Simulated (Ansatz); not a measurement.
# MgO$_{5}$: what the fields show

Input file:

```
crystal:
  lattice:
    - [0.0, 3.7375123805, 3.7375123805]
    - [3.7375123805, 0.0, 3.7375123805]
    - [3.7375123805, 3.7375123805, 0.0]
  atoms:
    - { symbol: Mg, position: [0.0, 0.0, 0.0] }
    - { symbol: O, position: [0.8471240637, 0.4586278088, 0.8471240637], spin: 1.59 }
    - { symbol: O, position: [0.8471240637, 0.8471240637, 0.8471240637], spin: 1.59 }
    - { symbol: O, position: [0.4586278088, 0.8471240637, 0.8471240637], spin: 1.59 }
    - { symbol: O, position: [0.8471240637, 0.8471240637, 0.4586278088], spin: 1.59 }
    - { symbol: O, position: [0.5, 0.5, 0.5], spin: 1.59 }
basis:
  ecutwfc: 420
kpoints:
  mp_grid: { grid: [10, 10, 10] }
hamiltonian:
  xc: pbe
scf:
  occupations: { method: gaussian, width: 0.1 }
output:
  forces: true
  stress: true
  eigenvalues: true
  populations: true
  write_density: true
  write_potential: true
  elf: true
  volumetric_format: npy
magnetization:
  spin_polarized: true
relax:
  adjacent_minimum: "off"
  f_tol: 0.01
  max_steps: 80
  cell: { stress_tol: 0.05 }
```

Run with:

```sh
ansatz run input.yaml --threads 1 --pin off --max-ram 2560MiB --backend cpu --events-out ev --progress --plain --runs-dir out
```

Below, planes, directions and counts refer to the conventional cell (a = 7.48 Å, b = 7.48 Å, c = 7.48 Å, α = 90.00°, β = 90.00°, γ = 90.00°).

The fields are those of the run's last geometry, not of the input's.

Space group F-43m; a structure generated by program, which may or may not match a known phase; spin-polarised.

Method: DFT PBE, scalar-relativistic, plane waves, PAW in Ansatz.

The density is the valence pseudo-density of a PAW calculation; it isn't the true density close to the nuclei.

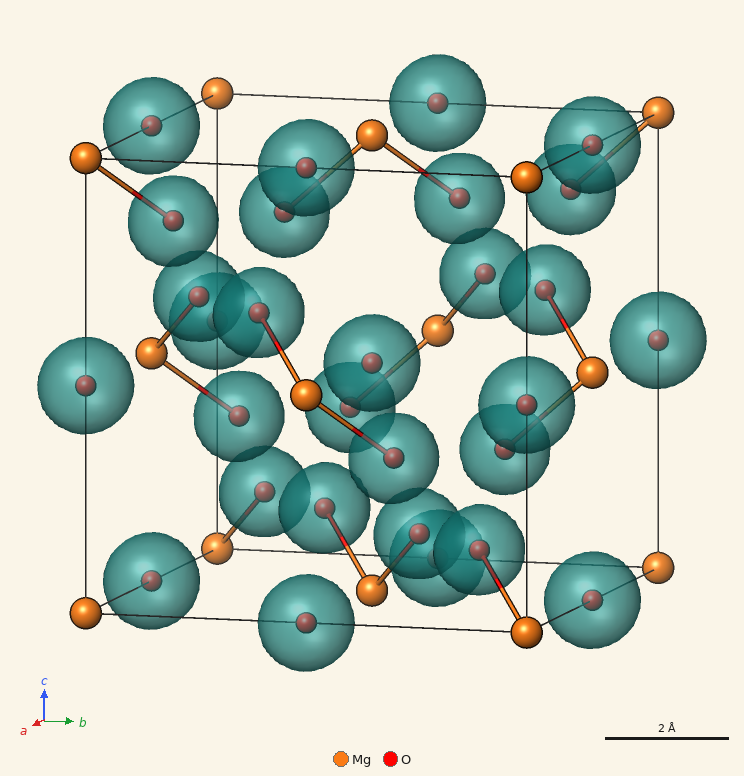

Figure 1. Isosurfaces of the spin density at +0.2 (teal) and −0.2 e/Å³ (pink), seen slightly off an axis. Sticks mark near contacts.

**Which atoms carry the moments, and with what signs?**

The spin density sits on O: +1.9 μB (×4) and +1.3 μB (×16) in one cell of 24 atoms: parallel moments (a ferromagnetic arrangement) in this solution. The cell of the calculation (6 atoms) carries 8.0 μB of net spin moment. Only one sign reaches the isovalue.

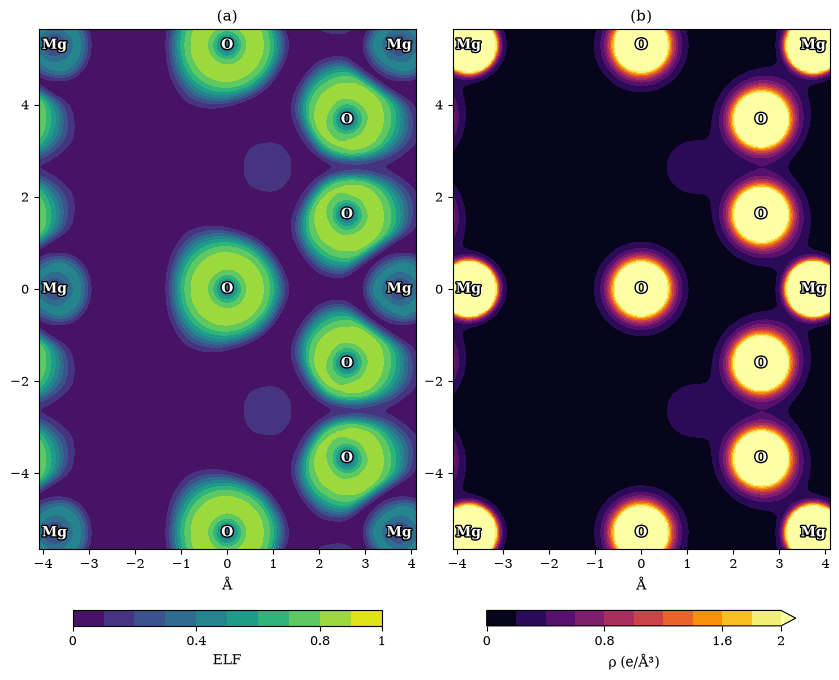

Figure 2. (a) ELF; (b) valence electron density on the (101) plane of the conventional cell.

**What does the map show?**

The plane passes through Mg and O nuclei.
Mg–O (1.98 Å): ρ at the midpoint is about 0.4 e/Å³; the ELF peaks at about 0.85 in the valence shell of O, 0.7 Å from its nucleus, and is about 0.30 at the midpoint.
The density dies away to nearly zero in the voids.

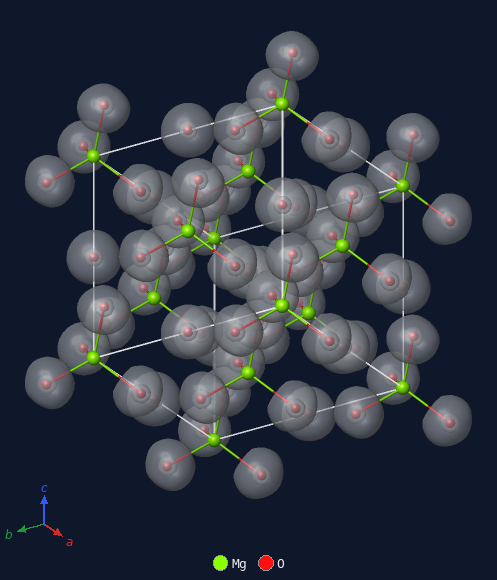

Figure 3. Isosurface of the ELF at 0.7 (grey), seen at an oblique angle. Only the valence region is drawn (cores and ρ < 0.01 e/Å³ removed). Sticks mark near contacts.

**Where are the electrons localised?**

At this value the surface marks out 20 regions wrapped around O (the valence shell of each), counted in one cell of 24 atoms. Regions shared between cells count once.

**Metal or insulator at this level of theory?**

It is metallic or semimetallic at this level of theory: no gap opens.
